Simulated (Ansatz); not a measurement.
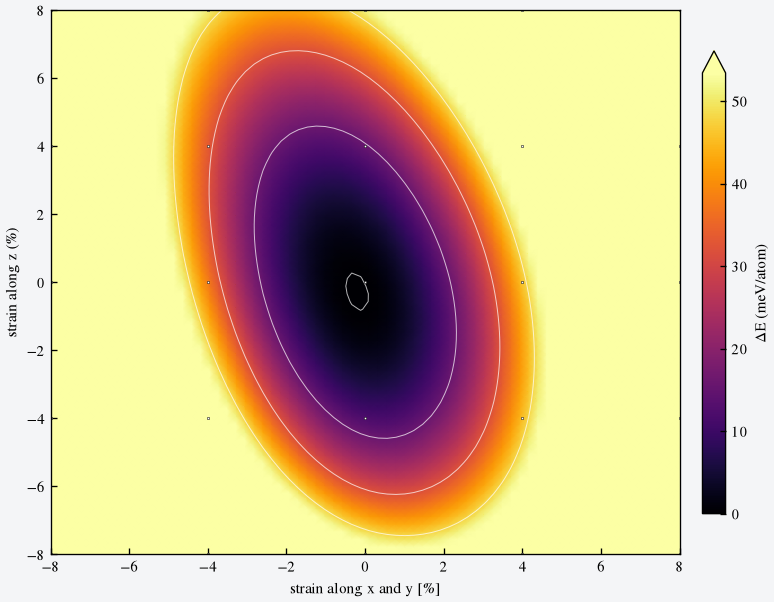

P (Imma, No. 74; 2 atoms in the cell). The cell is strained homogeneously, by one strain along x and y and another along z, with fractional coordinates fixed (x along [1 0 0], z along [0 0 1] of the conventional cell). First axis: strain along x and y. Second axis: strain along z. Grid: 5 × 5 points. Energies are in meV/atom, from the lowest grid point. The reference cell is the one listed in the database, not relaxed at this level. These are results of DFT PBEsol, scalar-relativistic, plane waves, PAW in Ansatz, not measurements. Settings: cutoff 420 eV, k-mesh 18×18×18, gaussian smearing 0.15 eV, no spin polarisation.

In the figure: a smooth colour map with a few white contour lines, dots at the grid points, one colour for all values above the top of the scale. Between grid points the surface is interpolated.

> Estimate the clamped-ion elastic constants that this map fixes.

With the cell volume of 31.6 Å³, the curvatures of the interpolated surface at its minimum give C₁₁ + C₂₂ + 2C₁₂ ≈ 550 GPa, C₃₃ ≈ 176 GPa and C₁₃ + C₂₃ ≈ 97.7 GPa (clamped ions, Cartesian axes of the cell). A stretch of 1 % along z with free sides (kept equal in x and y) would change the in-plane lengths by about −0.18 %.
